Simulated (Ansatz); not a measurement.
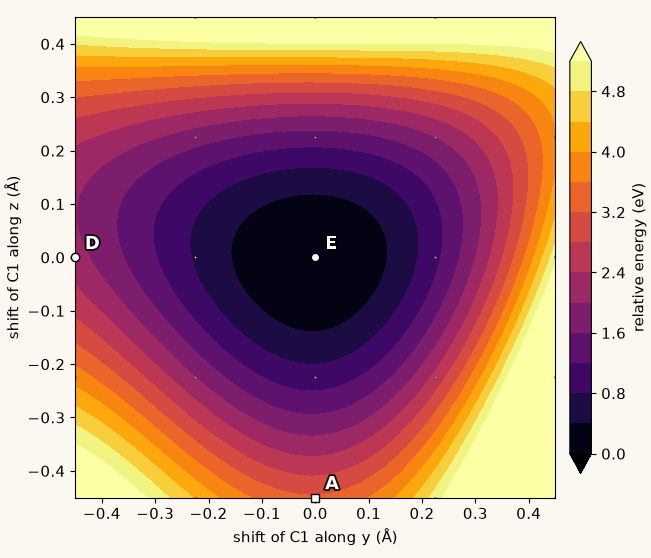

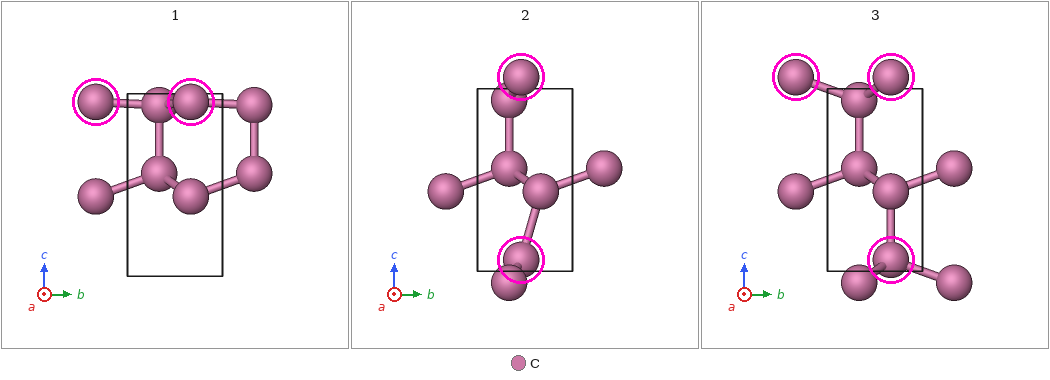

C (P6_3/mmc, No. 194; 4 atoms in the cell). Atom C1 is moved over a plane while all other atoms and the cell stay fixed (its periodic images move with it) (x along [1 0 0], y along [1 2 0], z along [0 0 1] of the conventional cell). The first coordinate is: shift of C1 along y; the second: shift of C1 along z. The grid has 5 × 5 points. All energies are given in eV per cell relative to the lowest grid point. All numbers below come from DFT PBE, scalar-relativistic, plane waves, PAW (Ansatz 0.2.0). Settings: cutoff 420 eV, k-mesh 12×12×6 in the order of the run's cell vectors, gaussian smearing 0.05 eV, no spin polarisation.

The picture shows filled contours, dots at the grid points, one colour for all values above the top of the scale, lettered points. Between grid points the surface is interpolated. The numbered pictures are the structures at these points, in random order. Rings mark the moved atoms.

Question: Which structure belongs to which point?

Answer: A is structure 1: shift of C1 along y = 0.000 Å, shift of C1 along z = −0.450 Å, 3.3 eV; D is structure 2: shift of C1 along y = −0.450 Å, shift of C1 along z = 0.000 Å, 2.2 eV; E is structure 3: shift of C1 along y = 0.000 Å, shift of C1 along z = 0.000 Å, 0.0 eV.
